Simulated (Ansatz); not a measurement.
# AlO: what the fields show

Input

```
crystal:
  lattice:
    - [2.9741369229, 0.0, 0.0]
    - [-1.4870684615, 2.5756781296, 0.0]
    - [0.0, 0.0, 7.6186985213]
  atoms:
    - { symbol: Al, position: [0.0, 0.0, 0.6724705205] }
    - { symbol: Al, position: [0.0, 0.0, 0.3275294795] }
    - { symbol: O, position: [0.3333333333, 0.6666666667, 0.7596020043] }
    - { symbol: O, position: [0.6666666667, 0.3333333333, 0.2403979957] }
basis:
  ecutwfc: 420
kpoints:
  mp_grid: { grid: [12, 12, 4] }
hamiltonian:
  xc: pbe
scf:
  occupations: { method: gaussian, width: 0.02 }
output:
  forces: true
  stress: true
  eigenvalues: true
  write_density: true
  write_potential: true
  elf: true
  volumetric_format: npy
relax:
  adjacent_minimum: "off"
  f_tol: 0.01
  max_steps: 80
  cell: { stress_tol: 0.05 }
```

Run with:

```sh
ansatz run input.yaml --threads 1 --pin off --max-ram 2048MiB --backend cpu --events-out ev --progress --plain --runs-dir out
```

Below, planes, directions and counts refer to the conventional cell (a = 2.97 Å, b = 2.97 Å, c = 7.78 Å, α = 90.00°, β = 90.00°, γ = 120.00°).

The fields are those of the relaxed geometry.

Space group P-3m1; a structure generated by program, which may or may not match a known phase.

The calculation used DFT PBE, scalar-relativistic, plane waves, PAW (Ansatz 0.2.0).

In a PAW calculation such maps are meaningful between the atoms, not at the nuclei.

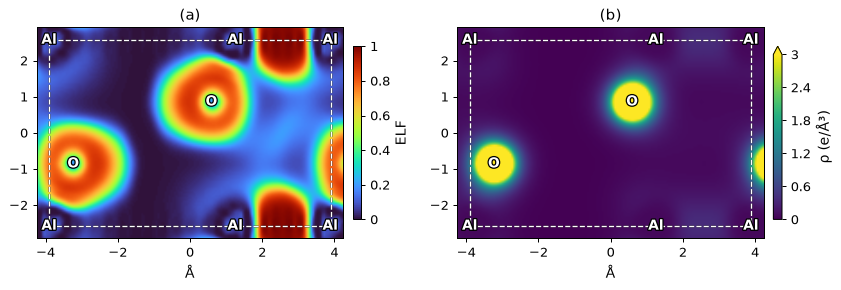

Figure 1. (a) electron localisation function; (b) valence charge density (pseudo) on the (110) plane of the conventional cell.

Question: Read the bonding off the picture.

Answer: The plane passes through Al and O nuclei.
Al–O (1.84 Å): ρ is about 0.67 e/Å³ halfway; the ELF peaks at about 0.85 in the valence shell of O, 0.7 Å from its nucleus, and is about 0.80 at the midpoint.
Between the atoms the lowest density in this plane is 0.003 e/Å³.
The ELF also peaks beside O, away from the bonds: lone-pair regions.

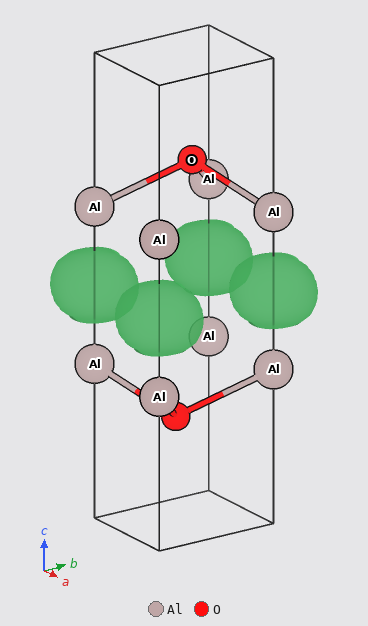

Figure 2. Isosurface of the ELF at 0.9 (green), seen slightly off an axis. Only the valence region is drawn (cores and ρ < 0.01 e/Å³ removed). Sticks mark near contacts.

Question: What do the ELF domains correspond to?

Answer: The surface consists of one pocket between the atoms, centred on no nucleus (multi-centre or interstitial), counted in one cell of 4 atoms. Regions shared between cells count once.

Question: Metal or insulator at this level of theory?

Answer: It is gapped, with a Kohn–Sham gap of 1.1 eV on the k-point mesh, an upper bound to the gap of this method.
